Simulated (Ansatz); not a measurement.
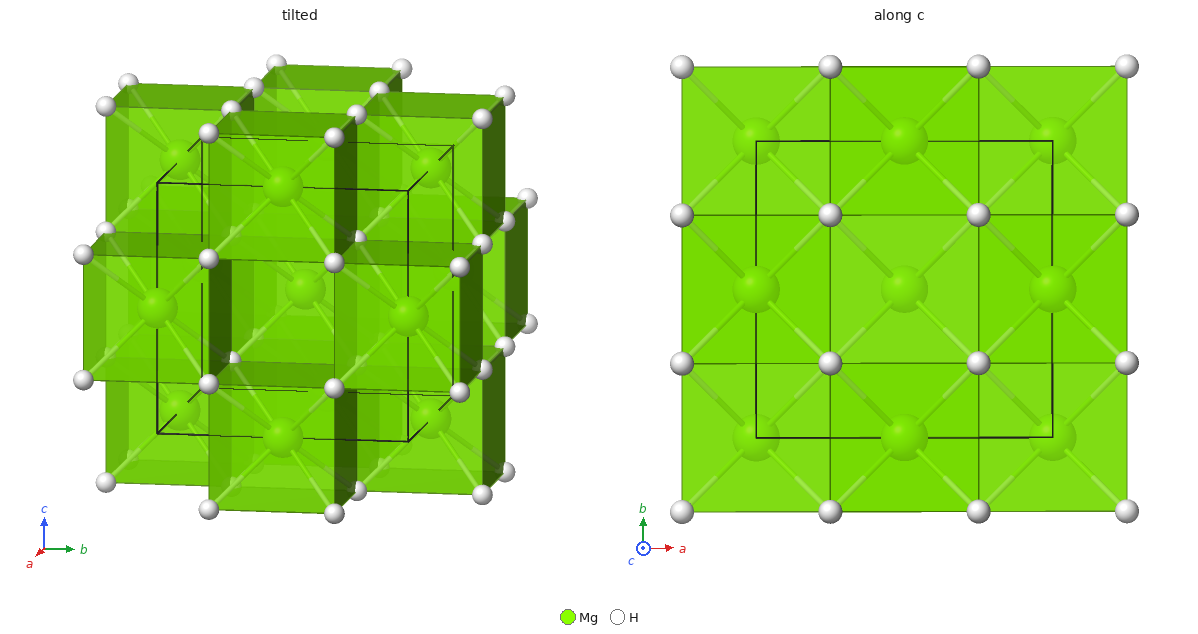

This polyhedral model is shown slightly off an axis and along the c axis. The lines enclose the drawn cell (a repeat of the simulation cell); boundary atoms appear with their images. Some atoms of the next cells are drawn as well.

MgH₂, a = 4.757 Å, b = 4.757 Å, c = 4.757 Å, α = 90.00°, β = 90.00°, γ = 89.91°. Within 0.01 Å the space group is Fm-3m (No. 225), face-centred cubic: fluorite (CaF₂ type). The structure was taken from a structure type filled with these elements by a generator (whether the compound takes this form wasn't checked). Earlier steps of the study may have refined or changed the cell and positions. Ansatz was used for an electronic-structure calculation on it.

This one geometry was computed with Ansatz (DFT, plane waves, PAW) at three levels of theory: LDA, PBE and r2SCAN.

> Which level gives the highest pressure at this volume, and what does that say about its equilibrium volume?

Highest: PBE (0.0 GPa), which points to the largest equilibrium volume. Lowest, with the smallest volume: LDA (-3.2 GPa). Levels within 0.5 GPa of each other can't be told apart.

> How does the band gap change with the level of theory?

All levels give a metal.

> Collect the results in a table.

| level | cutoff (eV) | k-mesh of the run's cell | gap (eV) | pressure (GPa) |
| --- | --- | --- | --- | --- |
| LDA | 420 | 20×20×20 | metal | -3.2 |
| PBE | 420 | 20×20×20 | metal | 0.0 |
| r2SCAN | 500 | 20×20×20 | metal | -1.2 |

Gaps are taken on the k-mesh or band path of each run.
